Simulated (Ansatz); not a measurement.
**TiSi$_{2}$: geometry relaxation**

TiSi$_{2}$ (Cmcm, 6 atoms in the cell), computed with DFT PBE, scalar-relativistic, plane waves, PAW, no spin polarisation (Ansatz 0.2.0).

The structure was made by swapping elements on the sites of another compound; it need not be a known phase. It belongs to a series of runs on one base structure; here: Zr -> Ti on all its sites, cell and atoms relaxed. Figures and captions count atoms from 1; the log counts them from 0 in places.

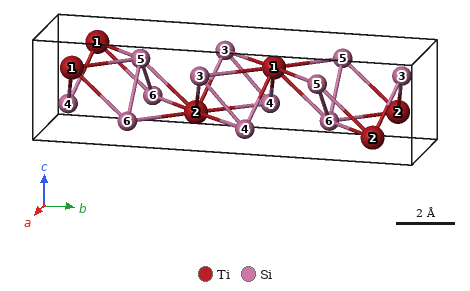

The starting structure (ball-and-stick view of the cell 2 times as large as that of the calculation, set on its symmetry axes, seen slightly off an axis; atoms are numbered from 1 in the order of the input). Near neighbours in the crystal (not all of them lie inside the picture): Ti has 10 Si at 2.59 to 2.83 Å; Si has 2 Si at 2.41 Å and 6 Ti at 2.59 to 2.83 Å; Si has 4 Si at 2.52 Å and 4 Ti at 2.67 Å.

## The input
```yaml
crystal:
  lattice:
    - [1.7741341003, -6.7781006476, 0.0]
    - [1.7741341003, 6.7781006476, 0.0]
    - [0.0, 0.0, 3.5824402069]
  atoms:
    - { symbol: Ti, position: [0.8969706159, 0.1030293841, 0.75] }
    - { symbol: Ti, position: [0.1030293841, 0.8969706159, 0.25] }
    - { symbol: Si, position: [0.5594811764, 0.4405188236, 0.75] }
    - { symbol: Si, position: [0.4405188236, 0.5594811764, 0.25] }
    - { symbol: Si, position: [0.2493441438, 0.7506558562, 0.75] }
    - { symbol: Si, position: [0.7506558562, 0.2493441438, 0.25] }
basis:
  ecutwfc: 420
kpoints:
  mp_grid: { grid: [10, 10, 10] }
hamiltonian:
  xc: pbe
scf:
  occupations: { method: gaussian, width: 0.1 }
output:
  forces: true
  stress: true
  eigenvalues: true
relax:
  adjacent_minimum: "off"
  f_tol: 0.01
  max_steps: 60
  cell: { stress_tol: 0.1 }
```

Hardware: 1 thread of Arm Neoverse V1, 24 GiB of memory available, shared host.

Command:
```bash
ansatz run input.yaml --threads 1 --pin off --max-ram 2560MiB --backend cpu --events-out ev --progress --plain --runs-dir out
```

## What the program printed
```
Engine: ansatz 0.2.0, aarch64-unknown-linux-gnu
Pseudopotentials: kind: paw
Pseudopotential: Ti, paw, valence charge 12, recommended cutoff 420 eV (normal), Ti.paw.azcp
Pseudopotential: Si, paw, valence charge 4, recommended cutoff 420 eV (normal), Si.paw.azcp
Functional definition: PBE
  parameter kappa = 0.804
  parameter beta = 0.06672455060314922
  exchange = pbe_x(kappa = kappa, mu = beta*pi^2/3)
  correlation = pbe_c(beta = beta)
Crystal: 6 atoms, lattice volume = 86.160 Å³
Basis set: ecut = 420 eV, 1685 PW (Γ), exchange–correlation on 96×96×48 points (8 copies of the dense FFT grid, shifted against one another)
Bands: 26, of which v1, the nominal top of the filled ones, is band 20 counted from 1 (19 counted from 0)
Symmetry: 8 space group operations
Space group: Cmcm (ITA 63), of the structure as read, at distance tolerance 4.4e-5 Å
k-points: 186 of 1000
Non-local potential: Ti, projectors of the file, l = 0: 3, l = 1: 2, l = 2: 3, l = 3: 1
Non-local potential: Si, projectors of the file, l = 0: 2, l = 1: 2, l = 2: 2
PAW form: soft (Blöchl's): semilocal exchange-correlation on the pseudo side does not see the compensation charge
PAW one-centre angular grid: Ti, 590 points (default); XC on 64 Gauss nodes
PAW one-centre angular grid: Si, 110 points (default); XC on 64 Gauss nodes
Initial density: superposition of atomic densities (neutral atoms: chi_scale 0, normalization atom), corrected by the library's trained network
Initial wavefunctions: pseudopotential atomic-orbital guess
Functional: x = pbe(κ = 0.804, μ = 0.2195149727645171), c = pbe(β = 0.06672455060314922)
SCF iter   1: F=—  HF=-7545.976283 eV  |F-HF|=—  |Δ(HF+E_count)|=         —  Δρ=5.85e-3  dr2=4.61e-2  ethr=1.77e-3  ⟨swp⟩=6.0  Hψ=23827  notcnv=0
preconditioner: auto → Kerker (q_TF=auto, 2.401 Å⁻¹)  [metal: Δε(μ)=0.011 eV  Ē_g=6.346 eV  σ=0.100 eV  W_gap=0.06  n_scr=18 (ndim 8)  ℏωp=19.6 eV  f_vac=0.000  D(μ)=1.60/eV (n_scr^D=8)]
SCF iter   2: F=—  HF=-7545.971270 eV  |F-HF|=—  |Δ(HF+E_count)|=   5.01e-3  Δρ=2.35e-3  dr2=7.85e-3  ethr=1.15e-4  ⟨swp⟩=1.4  Hψ=6446  notcnv=0  defer=3
SCF iter   3: F=—  HF=-7545.970659 eV  |F-HF|=—  |Δ(HF+E_count)|=   6.11e-4  Δρ=6.10e-4  dr2=6.84e-4  ethr=1.96e-5  ⟨swp⟩=2.0  Hψ=5280  notcnv=0  defer=3
SCF iter   4: F=—  HF=-7545.970597 eV  |F-HF|=—  |Δ(HF+E_count)|=   6.16e-5  Δρ=1.21e-4  dr2=2.81e-5  ethr=1.71e-6  ⟨swp⟩=2.1  Hψ=5685  notcnv=0  defer=3
SCF iter   5: F=—  HF=-7545.970708 eV  |F-HF|=—  |Δ(HF+E_count)|=   1.11e-4  Δρ=2.78e-5  dr2=1.02e-6  ethr=7.03e-8  ⟨swp⟩=2.0  Hψ=6192  notcnv=0  defer=3
SCF iter   6: F=-7545.970708 eV  HF=-7545.970708 eV  |F-HF|=2.34e-8  |Δ(HF+E_count)|=   2.02e-8  Δρ=5.84e-6  dr2=4.11e-8  ethr=2.50e-10  ⟨swp⟩=8.6  Hψ=21570  notcnv=0
SCF 1 converged in 6 iterations: F = -7545.970708 eV  dr2 = 4.11e-8
  greatest PAW one-centre occupation: 0.999 electrons in one spin orbital (limit 2), on the Ti atom at site 1 (counted from 0), in its partial waves of l = 0
relax step   1: F+E_penalty+E_count = -7545.97070806 eV  Δ(F+E_penalty+E_count) = +0.000e0 eV  max|allowed force component| = 5.536e-2 eV/Å  Δτ_max = 0.0000 Å  P = -0.199 GPa  Ω = 86.160 Å³  (6 SCF iters, dr2 threshold 1.00e-7 eV, accepted)
Crystal: 6 atoms, lattice volume = 86.109 Å³
Initial density: handed on by an earlier stage of this run
Initial wavefunctions: those handed on with the density
iter 1 solved again at ethr=7.18e-7 eV; its pass at ethr=3.10e-3 eV (dr2=2.87e-4 eV) is discarded
SCF iter   1: F=—  HF=-7545.971229 eV  |F-HF|=—  |Δ(HF+E_count)|=         —  Δρ=3.27e-4  dr2=2.97e-4  ethr=7.18e-7  ⟨swp⟩=2.1  Hψ=22374  notcnv=0
preconditioner: auto → Kerker (q_TF=auto, 2.401 Å⁻¹)  [metal: Δε(μ)=0.019 eV  Ē_g=6.394 eV  σ=0.100 eV  W_gap=0.11  n_scr=18 (ndim 8)  ℏωp=19.6 eV  f_vac=0.000  D(μ)=1.49/eV (n_scr^D=4)]
SCF iter   2: F=—  HF=-7545.971211 eV  |F-HF|=—  |Δ(HF+E_count)|=   1.87e-5  Δρ=1.81e-4  dr2=1.07e-4  ethr=7.18e-7  ⟨swp⟩=1.1  Hψ=4858  notcnv=0
SCF iter   3: F=—  HF=-7545.971293 eV  |F-HF|=—  |Δ(HF+E_count)|=   8.26e-5  Δρ=3.84e-5  dr2=5.44e-6  ethr=2.68e-7  ⟨swp⟩=2.0  Hψ=5649  notcnv=0
iter 4 did not close the SCF: its close was put off for the readings that it lacked (scf_convergence_deferred on its scf_iter line)
SCF iter   4: F=-7545.971292 eV  HF=-7545.971292 eV  |F-HF|=9.63e-8  |Δ(HF+E_count)|=   9.43e-7  Δρ=1.24e-5  dr2=1.69e-7  ethr=1.36e-8  ⟨swp⟩=2.0  Hψ=6002  notcnv=0
iter 5 did not close the SCF: its close was put off for the readings that it lacked (scf_convergence_deferred on its scf_iter line)
SCF iter   5: F=-7545.971292 eV  HF=-7545.971292 eV  |F-HF|=4.47e-9  |Δ(HF+E_count)|=   1.60e-8  Δρ=3.40e-6  dr2=9.60e-9  ethr=4.23e-10  ⟨swp⟩=2.2  Hψ=7013  notcnv=0
SCF iter   6: F=-7545.971292 eV  HF=-7545.971292 eV  |F-HF|=1.36e-10  |Δ(HF+E_count)|=  7.89e-10  Δρ=6.71e-7  dr2=3.29e-10  ethr=2.40e-11  ⟨swp⟩=1.2  Hψ=13843  notcnv=0
SCF 2 converged in 6 iterations: F = -7545.971292 eV  dr2 = 3.29e-10
relax step   2: F+E_penalty+E_count = -7545.97129227 eV  Δ(F+E_penalty+E_count) = -5.842e-4 eV  max|allowed force component| = 2.730e-2 eV/Å  Δτ_max = 0.0051 Å  P = -0.042 GPa  Ω = 86.109 Å³  energy of the carried Pulay correction = +7.982e-6 eV  (6 SCF iters, dr2 threshold 2.05e-7 eV, accepted)
Crystal: 6 atoms, lattice volume = 86.086 Å³
iter 1 solved again at ethr=2.86e-7 eV; its pass at ethr=3.10e-3 eV (dr2=1.15e-4 eV) is discarded
SCF iter   1: F=—  HF=-7545.971317 eV  |F-HF|=—  |Δ(HF+E_count)|=         —  Δρ=1.86e-4  dr2=1.20e-4  ethr=2.86e-7  ⟨swp⟩=2.2  Hψ=22279  notcnv=0
preconditioner: auto → Kerker (q_TF=auto, 2.401 Å⁻¹)  [metal: Δε(μ)=0.016 eV  Ē_g=6.394 eV  σ=0.100 eV  W_gap=0.09  n_scr=18 (ndim 8)  ℏωp=19.6 eV  f_vac=0.000  D(μ)=1.47/eV (n_scr^D=4)]
SCF iter   2: F=—  HF=-7545.971313 eV  |F-HF|=—  |Δ(HF+E_count)|=   4.31e-6  Δρ=1.15e-4  dr2=5.08e-5  ethr=2.86e-7  ⟨swp⟩=1.0  Hψ=4838  notcnv=0
SCF iter   3: F=—  HF=-7545.971412 eV  |F-HF|=—  |Δ(HF+E_count)|=   9.85e-5  Δρ=1.48e-5  dr2=2.55e-7  ethr=1.27e-7  ⟨swp⟩=2.0  Hψ=6391  notcnv=0
SCF iter   4: F=—  HF=-7545.971401 eV  |F-HF|=—  |Δ(HF+E_count)|=   1.08e-5  Δρ=3.94e-6  dr2=1.83e-8  ethr=6.37e-10  ⟨swp⟩=2.1  Hψ=7132  notcnv=0
iter 5 did not close the SCF: its close was put off for the readings that it lacked (scf_convergence_deferred on its scf_iter line)
SCF iter   5: F=-7545.971401 eV  HF=-7545.971401 eV  |F-HF|=1.43e-9  |Δ(HF+E_count)|=   2.71e-9  Δρ=1.41e-6  dr2=1.65e-9  ethr=4.59e-11  ⟨swp⟩=2.9  Hψ=8165  notcnv=0
SCF iter   6: F=-7545.971401 eV  HF=-7545.971401 eV  |F-HF|=7.37e-11  |Δ(HF+E_count)|=  3.89e-10  Δρ=3.07e-7  dr2=1.21e-10  ethr=4.11e-12  ⟨swp⟩=2.0  Hψ=14157  notcnv=0
SCF 3 converged in 6 iterations: F = -7545.971401 eV  dr2 = 1.21e-10
relax step   3: F+E_penalty+E_count = -7545.97140075 eV  Δ(F+E_penalty+E_count) = -1.085e-4 eV  max|allowed force component| = 6.252e-3 eV/Å  Δτ_max = 0.0025 Å  P = +0.010 GPa  Ω = 86.086 Å³  energy of the carried Pulay correction = +1.157e-5 eV  (6 SCF iters, dr2 threshold 4.66e-8 eV, accepted)
Initial wavefunctions: pseudopotential atomic-orbital guess (no wavefunctions were taken with the density)
iter 1 solved again at ethr=5.29e-8 eV; its pass at ethr=3.10e-3 eV (dr2=2.11e-5 eV) is discarded
SCF iter   1: F=—  HF=-7545.971282 eV  |F-HF|=—  |Δ(HF+E_count)|=         —  Δρ=2.50e-6  dr2=3.72e-9  ethr=5.29e-8  ⟨swp⟩=3.2  Hψ=36120  notcnv=0
eigensolver tolerance schedule: the retry pair's looser diagonalisation over-reported the residual by 5676.61 of it (diagonalisation noise at 0.11 of the residual, at the tolerance the schedule requests for it); recorded, not acted on — ethr = c·dr2/N_el stays at c = 1.0e-1
SCF iter   2: F=—  HF=-7545.971391 eV  |F-HF|=—  |Δ(HF+E_count)|=   1.09e-4  Δρ=1.10e-6  dr2=6.52e-10  ethr=9.31e-12  ⟨swp⟩=3.0  Hψ=10696  notcnv=0
SCF iter   3: F=—  HF=-7545.971391 eV  |F-HF|=—  |Δ(HF+E_count)|=  1.09e-10  Δρ=7.50e-7  dr2=2.53e-10  ethr=1.63e-12  ⟨swp⟩=1.0  Hψ=4838  notcnv=0
iter 4 did not close the SCF: its close was put off for the readings that it lacked (scf_convergence_deferred on its scf_iter line)
SCF iter   4: F=-7545.971391 eV  HF=-7545.971391 eV  |F-HF|=3.64e-12  |Δ(HF+E_count)|=  1.26e-10  Δρ=6.23e-8  dr2=4.68e-12  ethr=1.00e-12  ⟨swp⟩=2.4  Hψ=6400  notcnv=0
iter 5 did not close the SCF: its close was put off for the readings that it lacked (scf_convergence_deferred on its scf_iter line)
SCF iter   5: F=-7545.971391 eV  HF=-7545.971391 eV  |F-HF|=9.09e-13  |Δ(HF+E_count)|=  2.73e-12  Δρ=4.75e-8  dr2=2.21e-12  ethr=1.00e-12  ⟨swp⟩=1.0  Hψ=4836  notcnv=0
iter 6 did not close the SCF: its close was put off for the readings that it lacked (scf_convergence_deferred on its scf_iter line)
SCF iter   6: F=-7545.971391 eV  HF=-7545.971391 eV  |F-HF|=0.00e0  |Δ(HF+E_count)|=  9.09e-13  Δρ=2.87e-8  dr2=4.66e-13  ethr=1.00e-12  ⟨swp⟩=1.0  Hψ=4836  notcnv=0
iter 7 did not close the SCF: its close was put off for the readings that it lacked (scf_convergence_deferred on its scf_iter line)
SCF iter   7: F=-7545.971391 eV  HF=-7545.971391 eV  |F-HF|=2.73e-12  |Δ(HF+E_count)|=  2.73e-12  Δρ=1.79e-8  dr2=1.88e-13  ethr=1.00e-12  ⟨swp⟩=1.0  Hψ=4836  notcnv=0
SCF iter   8: F=-7545.971391 eV  HF=-7545.971391 eV  |F-HF|=9.09e-13  |Δ(HF+E_count)|=  9.09e-13  Δρ=1.03e-8  dr2=5.95e-14  ethr=1.00e-12  ⟨swp⟩=1.0  Hψ=10467  notcnv=0
SCF 4 converged in 8 iterations: F = -7545.971391 eV  dr2 = 5.95e-14
relax step   4: F+E_penalty+E_count = -7545.97139101 eV  Δ(F+E_penalty+E_count) = +9.747e-6 eV  max|allowed force component| = 6.258e-3 eV/Å  Δτ_max = 0.0000 Å  P = +0.010 GPa  Ω = 86.086 Å³  stress off target by 3.88e-2 GPa  SCF on the basis re-selected at this cell (its energy is not comparable with the rows above)  (8 SCF iters)
```

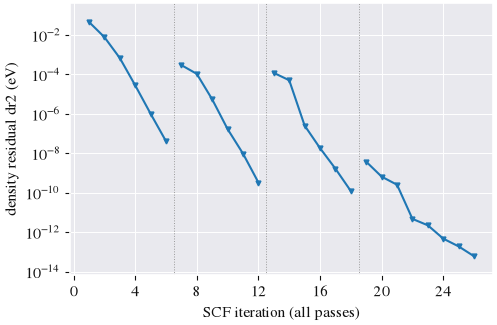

Convergence of the self-consistent field: density residual dr2 against the SCF iteration. The dotted lines part the SCF passes of the relaxation: geometry steps, rejected trials and re-solves on a re-selected basis. The passes take 6, 6, 6 and 8 iterations.

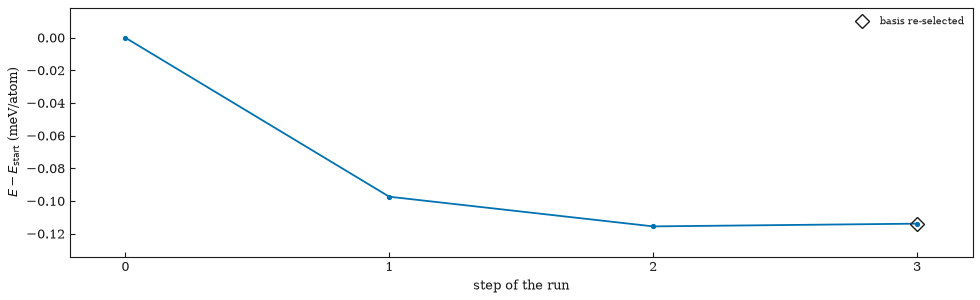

Progress of the relaxation, step by step (the first geometry is step 0 here and step 1 in the log). The energy falls by 0.1 meV per atom in 2 geometry steps. Largest force component: 0.055 eV/Å at the start, 0.0063 eV/Å at the end. The pressure goes from −0.20 to 0.01 GPa. The largest moves relative to the cell, 0.007 Å, are those of Si5 and Si6. Largest moves by element: Si 0.007 Å, Ti 0.002 Å. Cell: a 3.548 → 3.547 Å (0.0 %), b 13.556 → 13.560 Å (0.0 %), c 3.582 → 3.579 Å (−0.1 %). Volume −0.1 %. Among the contacts that change: Si3–Si4 2.410 → 2.403 Å, Ti1–Si5 2.674 → 2.668 Å. The space group stays Cmcm (No. 63). A last SCF at the same geometry on a re-selected plane-wave basis shifts the energy by +0.0 meV per atom. (Atoms are counted from 1 in the order of the input.)

```
basis re-selected at this cell: Δ(F+E_penalty+E_count) = +9.747e-6 eV, ΔP = -0.000 GPa vs the last step (what re-selecting the basis moved, of the pressure what is left beyond the Pulay correction that the steps carried, after the strain that the cell walked since its last selection, with what the two solves' SCF thresholds leave and, on support functions, any second-order correction that the steps lacked; it is no measure of the basis error at this ecutwfc). This SCF's stress stands 3.88e-2 GPa from its target on what of the cell is left free (relax.cell.stress_tol is 1.00e-1 GPa) and its largest allowed force component is 6.26e-3 eV/Å (relax.f_tol is 1.00e-2 eV/Å): within both
SCF converged after 8 iterations
Free energy (F): -7545.971391 eV
Harris-Foulkes:  -7545.971391 eV  (|F-HF|=9.09e-13)
Internal energy: -7545.964016 eV  (E = F + TS)
E sigma→0 (E₀):  -7545.967704 eV
Entropy (-TS):   -0.007375 eV (-1.229 meV/atom)
Fermi energy:    12.776203 eV
--- Per-component energies (eV) ---
  E_band       = -230.194395
  E_kinetic    = 718.904470
  E_local      = -2080.508634  (includes V_loc(G=0)·N_el)
  E_nonlocal   = 118.418963
  E_hartree    = 903.219398
  E_xc         = -422.753844
  E_vxc        = -440.555493  (∫ρ·V_xc dr)
  E_paw        = -4146.861853  (= ΣΔE_a)
  E_vpaw       = -352.892773  (= ΣTr[D̂ρ^β])
  E_aug_tail   = 0.000285  (compensation charges beyond the density's cutoff)
  E_ewald      = -2636.382800
  E_smearing   = -0.007375  (= −TS)
  E_closure    = 0.000000  (closes the sum)
  Σ components = -7545.971391   (vs F -7545.971391, Δ=0.00e0)
--- Forces (eV/Å), atoms counted from 1 ---
  atom   1  Ti     0.00000000     0.00625769    -0.00000000
  atom   2  Ti     0.00000000    -0.00625769     0.00000000
  atom   3  Si     0.00000000     0.00098689     0.00000000
  atom   4  Si     0.00000000    -0.00098689    -0.00000000
  atom   5  Si     0.00000000     0.00437408    -0.00000000
  atom   6  Si     0.00000000    -0.00437408     0.00000000
  max |Σ_I F_I| component: 8.67e-19 eV/Å
--- Stress (GPa, compression-positive) ---
        0.038818       0.000000       0.000000
        0.000000      -0.008435       0.000000
        0.000000       0.000000      -0.000794
  P = ⅓ Tr σ = 0.0099 GPa (0.099 kbar)
--- Band table (eV; the first three rows and the last of 186) ---
  k-point 0: bands = ["-44.0370", "-44.0281", "-20.3873", "-20.3520", "-20.3456", "-20.3397", "-20.3203", "-20.3034", "-0.2191", "2.0048", "4.2685", "9.4020", "9.7199", "9.8756", "10.2703", "10.2841", "10.6617", "10.7284", "10.7473", "13.2462", "13.4815", "13.5872", "13.6708", "14.1046", "14.1834", "14.8540"]
  k-point 1: bands = ["-44.0364", "-44.0280", "-20.3859", "-20.3523", "-20.3511", "-20.3395", "-20.3255", "-20.3032", "-0.1015", "2.1044", "4.3744", "8.2513", "9.2596", "9.9416", "10.2549", "10.6861", "10.6923", "10.7344", "11.1205", "13.0007", "13.3074", "13.5022", "13.8508", "14.5021", "14.5038", "14.8771"]
  k-point 2: bands = ["-44.0349", "-44.0278", "-20.3838", "-20.3686", "-20.3489", "-20.3390", "-20.3369", "-20.3045", "0.2485", "2.4023", "4.6515", "6.8323", "8.0235", "9.9836", "10.1201", "10.6880", "10.8197", "10.9149", "11.8994", "12.5667", "13.0604", "13.2258", "14.2737", "14.3511", "14.8999", "15.0060"]
  k-point 185: bands = ["-44.0291", "-44.0291", "-20.4071", "-20.4071", "-20.3404", "-20.3404", "-20.3247", "-20.3247", "2.9703", "2.9703", "3.6007", "3.6007", "9.2254", "9.2254", "9.4629", "9.4629", "10.7551", "10.7551", "11.9216", "11.9216", "13.2467", "13.2467", "14.4339", "14.4339", "15.1828", "15.1828"]
--- Relaxed structure (3 steps of the walk, 3 accepted, 1 SCFs on fresh bases) ---
  F+E_penalty+E_count = -7545.97139101 eV   max|allowed force component| = 6.258e-3 eV/Å   (the final SCF, on the basis selected at the relaxed cell)
  cell:  # Å, volume = 86.0858 Å³
    - [1.7737026982913249, -6.780015302380873, 0.0]
    - [1.7737026982913249, 6.780015302380873, 0.0]
    - [0.0, 0.0, 3.57923462963827]
  atoms:
    - { symbol: Ti, position: [0.8968512177588328, 0.10314878224116714, 0.75] }
    - { symbol: Ti, position: [0.10314878224116714, 0.8968512177588328, 0.25] }
    - { symbol: Si, position: [0.5591517515581377, 0.4408482484418623, 0.75] }
    - { symbol: Si, position: [0.4408482484418623, 0.5591517515581377, 0.25] }
    - { symbol: Si, position: [0.2498722572996766, 0.7501277427003235, 0.75] }
    - { symbol: Si, position: [0.7501277427003235, 0.2498722572996766, 0.25] }
```

## Trajectory as extended XYZ (Å, eV, eV/Å), 4 frames, from step=1 to step=4
```
6
Lattice="1.7741 -6.7781 0.0000 1.7741 6.7781 0.0000 0.0000 0.0000 3.5824" Properties=species:S:1:pos:R:3:forces:R:3 step=1 energy=-7545.97071 pressure_GPa=-0.20
Ti    1.7741   -5.3814    2.6868    0.0000   0.0258   0.0000
Ti    1.7741    5.3814    0.8956    0.0000  -0.0258   0.0000
Si    1.7741   -0.8063    2.6868    0.0000   0.0554   0.0000
Si    1.7741    0.8063    0.8956    0.0000  -0.0554   0.0000
Si    1.7741    3.3979    2.6868    0.0000  -0.0491   0.0000
Si    1.7741   -3.3979    0.8956    0.0000   0.0491   0.0000
6
Lattice="1.7749 -6.7793 0.0000 1.7749 6.7793 0.0000 0.0000 0.0000 3.5782" Properties=species:S:1:pos:R:3:forces:R:3 step=2 energy=-7545.97129 pressure_GPa=-0.04
Ti    1.7749   -5.3799    2.6836    0.0000  -0.0111   0.0000
Ti    1.7749    5.3799    0.8945    0.0000   0.0111   0.0000
Si    1.7749   -0.8045    2.6836    0.0000   0.0273   0.0000
Si    1.7749    0.8045    0.8945    0.0000  -0.0273   0.0000
Si    1.7749    3.3934    2.6836    0.0000  -0.0136   0.0000
Si    1.7749   -3.3934    0.8945    0.0000   0.0136   0.0000
6
Lattice="1.7737 -6.7800 0.0000 1.7737 6.7800 0.0000 0.0000 0.0000 3.5792" Properties=species:S:1:pos:R:3:forces:R:3 step=3 energy=-7545.97140 pressure_GPa=0.01
Ti    1.7737   -5.3813    2.6844    0.0000   0.0063   0.0000
Ti    1.7737    5.3813    0.8948    0.0000  -0.0063   0.0000
Si    1.7737   -0.8021    2.6844    0.0000   0.0010   0.0000
Si    1.7737    0.8021    0.8948    0.0000  -0.0010   0.0000
Si    1.7737    3.3917    2.6844    0.0000   0.0044   0.0000
Si    1.7737   -3.3917    0.8948    0.0000  -0.0044   0.0000
6
Lattice="1.7737 -6.7800 0.0000 1.7737 6.7800 0.0000 0.0000 0.0000 3.5792" Properties=species:S:1:pos:R:3:forces:R:3 step=4 energy=-7545.97139 pressure_GPa=0.01
Ti    1.7737   -5.3813    2.6844    0.0000   0.0063   0.0000
Ti    1.7737    5.3813    0.8948    0.0000  -0.0063   0.0000
Si    1.7737   -0.8021    2.6844    0.0000   0.0010   0.0000
Si    1.7737    0.8021    0.8948    0.0000  -0.0010   0.0000
Si    1.7737    3.3917    2.6844    0.0000   0.0044   0.0000
Si    1.7737   -3.3917    0.8948    0.0000  -0.0044   0.0000
```

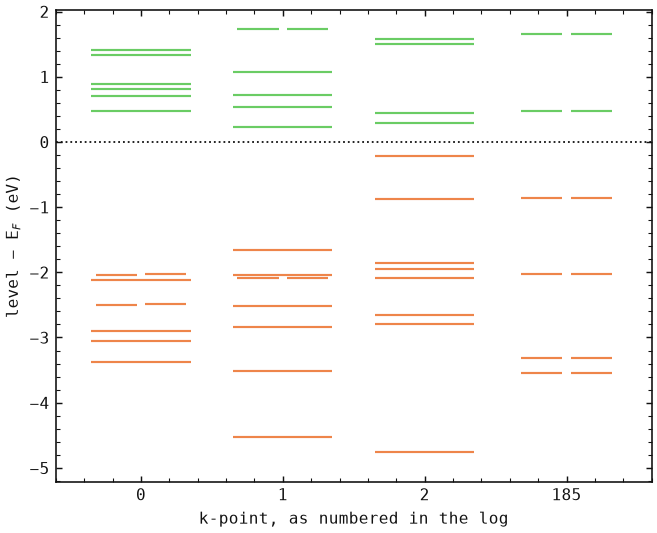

Kohn–Sham levels near the Fermi level (dotted) at the few k-points that the log prints; levels within 0.02 eV of each other stand side by side. The system is metallic on the full mesh.

## Key numbers

```csv
quantity,value
outcome,converged
space group (tolerance 0.01 Å),Cmcm (63)
electrons treated,40
free energy,−7545.9714 eV
Fermi energy,12.776 eV
gap on the k-point mesh,none (metallic)
pressure,0.01 GPa
final volume,86.09 Å³
largest force (length of the vector) at the end,0.006 eV/Å
final cell,"a = 7.008 Å, b = 7.008 Å, c = 3.579 Å, α = 90.00°, β = 90.00°, γ = 150.68°"
wall time,96 s
peak memory,0.62 GiB
```
